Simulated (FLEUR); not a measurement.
# A series of single points on Sn

System: Sn (2 atoms in the cell).
Method: Kohn-Sham DFT of a periodic cell, LDA, all-electron, no spin polarisation (FLEUR MaX-R8.1 (later development tree)).

The 5 runs differ only in the geometry, by an even scaling of the cell at fixed fractional positions. The structure derives from an entry of the Crystallography Open Database.

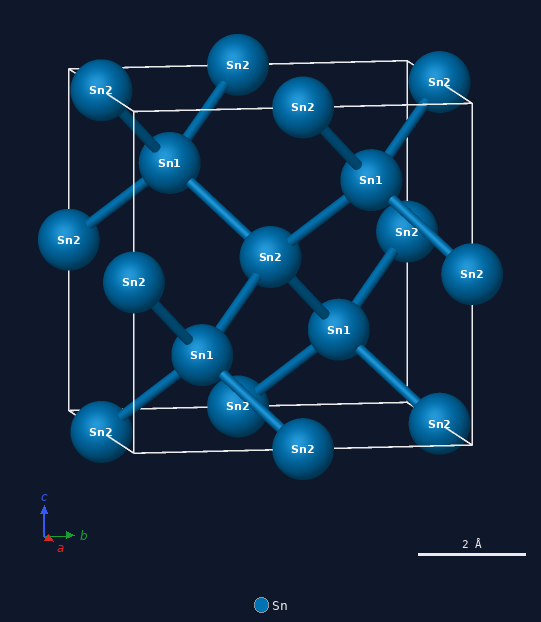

Figure 1. The structure of run 3 (ball-and-stick view of the cell 4 times as large as that of the calculation, set on its symmetry axes, seen slightly off an axis; atoms are numbered from 1 in the order of the input).

### Input of run 3
```
<?xml version="1.0" encoding="UTF-8" standalone="no"?>
<fleurInput fleurInputVersion="0.39">
   <comment>
      Sn                                                                                                  
   </comment>
   <calculationSetup>
      <cutoffs Kmax="4.12" Gmax="12.8" GmaxXC="12.8" numbands="0"/>
      <scfLoop itmax="60" minDistance="0.00001" maxIterBroyd="15" imix="Anderson" alpha="0.05" precondParam="0.0" spinf="2.0" sdNocoIR="T"/>
      <coreElectrons ctail="T" frcor="F" kcrel="0" coretail_lmax="0"/>
      <xcFunctional name="vwn" relativisticCorrections="F"/>
      <magnetism jspins="1"/>
      <soc l_soc="F" theta="0.0" phi="0.0" spav="F"/>
      <expertModes spex="0" secvar="F"/>
      <geometryOptimization l_f="F" forcealpha="1.0" forcemix="BFGS" epsdisp="0.00001" epsforce="0.00001"/>
      <ldaU l_linMix="F" mixParam="0.05" spinf="1.0"/>
   </calculationSetup>
   <cell>
      <bzIntegration valenceElectrons="44.0" mode="hist" fermiSmearingEnergy="0.00183747">
         <kPointListSelection listName="default-1"/>
         <!-- k-points included here -->
         <xi:include xmlns:xi="http://www.w3.org/2001/XInclude" href="kpts.xml"> </xi:include>
      </bzIntegration>
      <!-- symmetry operations included here -->
      <xi:include xmlns:xi="http://www.w3.org/2001/XInclude" href="sym.xml"> </xi:include>
      <bulkLattice scale="1.0000000000">
         <bravaisMatrix>
            <row-1>    0.0000000000000000     6.1101323589473129     6.1101323589473129</row-1>
            <row-2>    6.1101323589473129     0.0000000000000000     6.1101323589473129</row-2>
            <row-3>    6.1101323589473129     6.1101323589473129     0.0000000000000000</row-3>
         </bravaisMatrix>
      </bulkLattice>
   </cell>
   <atomSpecies>
      <species name="Tin (Sn)" element="Sn" atomicNumber="50">
         <mtSphere radius="2.38" gridPoints="811" logIncrement="0.016"/>
         <atomicCutoffs lmax="10" lnonsphr="8"/>
         <electronConfig flipSpins="F">
            <coreConfig>(1s1/2) (2s1/2) (2p1/2) (2p3/2) (3s1/2) (3p1/2) (3p3/2) (3d3/2) (3d5/2)</coreConfig>
            <valenceConfig>(4s1/2) (4p1/2) (4p3/2) (5s1/2) (4d3/2) (4d5/2) (5p1/2) (5p3/2)</valenceConfig>
            <stateOccupation state="(5p1/2)" spinUp="0.333333" spinDown="0.333333"/>
            <stateOccupation state="(5p3/2)" spinUp="0.666667" spinDown="0.666667"/>
         </electronConfig>
         <energyParameters s="5" p="5" d="4" f="4"/>
         <lo type="SCLO" l="0" n="4" eDeriv="0"/>
         <lo type="SCLO" l="1" n="4" eDeriv="0"/>
         <lo type="SCLO" l="1" n="4" eDeriv="1"/>
         <lo type="SCLO" l="2" n="4" eDeriv="2"/>
         <lo type="SCLO" l="3" n="4" eDeriv="2"/>
      </species>
   </atomSpecies>
   <atomGroups>
      <atomGroup species="Tin (Sn)">
         <relPos label="                   1">-3.000/8.000 -3.000/8.000 -3.000/8.000</relPos>
         <relPos label="                   2">3.000/8.000 3.000/8.000 3.000/8.000</relPos>
         <force calculate="T" relaxXYZ="TTT"/>
      </atomGroup>
   </atomGroups>
   <output dos="F" band="F" slice="F">
      <checks vchk="F" cdinf="F"/>
      <bandDOS minEnergy="-.5*Htr" maxEnergy="0.5*Htr" sigma="0.015" storeEVData="T"/>
      <vacuumDOS vacdos="F" integ="F" star="F" nstars="0" locx1="0.0" locy1="0.0" locx2="0.0" locy2="0.0" nstm="0" tworkf="0.0"/>
      <unfoldingBand unfoldBand="F" supercellX="1" supercellY="1" supercellZ="1"/>
      <plotting iplot="0" polar="F">
         <plot TwoD="T" vec1="  1.0  0.0  0.0" vec2="  0.0  1.0  0.0" vec3="  0.0  0.0  1.0" zero="  0.0  0.0  0.0" file="plot"/>
      </plotting>
      <chargeDensitySlicing numkpt="0" minEigenval="0.0" maxEigenval="0.0" nnne="0" pallst="F"/>
      <specialOutput eonly="F"/>
      <moessbauerParams electricFieldGradient="T" isomerShift="T" coreHyperfine="T" valenceHyperfine="T"/>
      <magneticCircularDichroism mcd="F" energyLo="-10.0" energyUp="0.0"/>
   </output>
  <!-- We include the file relax.xml here to enable relaxations (see documentation) -->
  <xi:include xmlns:xi="http://www.w3.org/2001/XInclude" href="relax.xml"> <xi:fallback/> </xi:include>
</fleurInput>
```

Command:
```bash
inpgen -f crystal.txt -profile fastHighL; fleur_MPI
```

Run 2 has the same physical settings and fractional positions; its lattice vectors (Å) are:
```
   0.000000    3.189644    3.189644
   3.189644    0.000000    3.189644
   3.189644    3.189644    0.000000
```

### Results, with one run withheld

```csv
run,volume per atom (Å³),"free energy per atom, from the lowest run given (meV)"
1,31.775,21.26
2,32.451,?
3,33.803,0.00
4,35.155,5.84
5,35.831,13.62
```

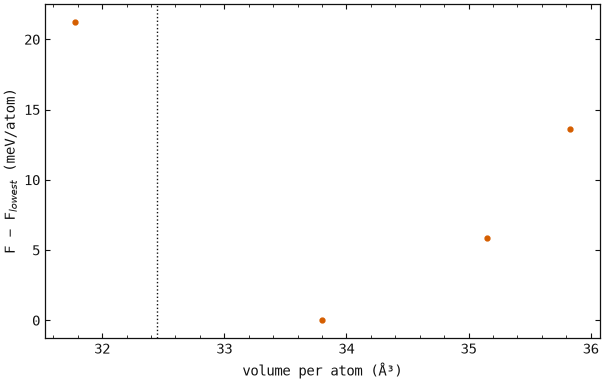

Figure 2. Free energy per atom of the runs given; the dotted line marks run 2.

What should run 2 give?

A quadratic polynomial in V^(−2/3) (the Birch–Murnaghan form), fitted to the 4 runs given, misses them by at most 0.02 meV per atom. With x = V^(−2/3) − 0.09513 Å⁻², it reads F = 0.044735 − 684.12 x + 1.1749e+06 x² (meV per atom). At run 2 it gives 9.62 meV per atom, and the run itself gives 9.30. The fit has its minimum at 33.926 Å³ per atom, where V d²F/dV² gives 44.9 GPa: the bulk modulus at this level, since symmetry fixes the shape and the positions.

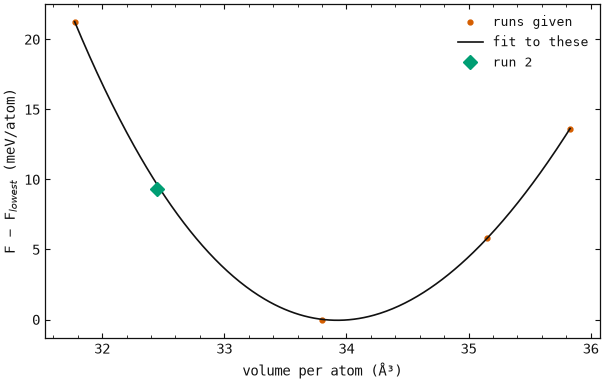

Figure 3. The fit and the withheld run.

### Output (run 2)
```
Welcome to FLEUR        (www.flapw.de)
      MaX-Release 8.1          (www.max-centre.eu)

 ========== k-point set info ==========
 Selected k-point list: default-1
 k-point list type: mesh
 7 x 7 x 7
 Number of k points: 20

 ------------Calculation Setup---------------------------
 Number of MPI-tasks      :            1
 Number of PE/node        :            1
 Number of OMP-threads    :            1
 Most efficient MPI parallelization for:
           1           2           4           5          10          20
 Additional eigenvalue parallelization possible
 Number of basis functions:          601
 Approximate size of matrices (H+S) per k-point:         0.005 GB
 --------------------------------------------------------

 Iteration:     1   Distance:       5.46110863 me/bohr^3

 Iteration:     2   Distance:       5.12589278 me/bohr^3

 Iteration:     3   Distance:       1.62160916 me/bohr^3

 Iteration:     4   Distance:       0.25809260 me/bohr^3

 Iteration:     5   Distance:       0.20271855 me/bohr^3

 Iteration:     6   Distance:       0.02335021 me/bohr^3

 Iteration:     7   Distance:       0.01914596 me/bohr^3

 Iteration:     8   Distance:       0.00580387 me/bohr^3

 Iteration:     9   Distance:       0.00027752 me/bohr^3

 Iteration:    10   Distance:       0.00034060 me/bohr^3

 Iteration:    11   Distance:       0.00001032 me/bohr^3

 Iteration:    12   Distance:       0.00000118 me/bohr^3

 ********************************************************************
 Run finished successfully
 Stop message:
   all done
 ********************************************************************
```
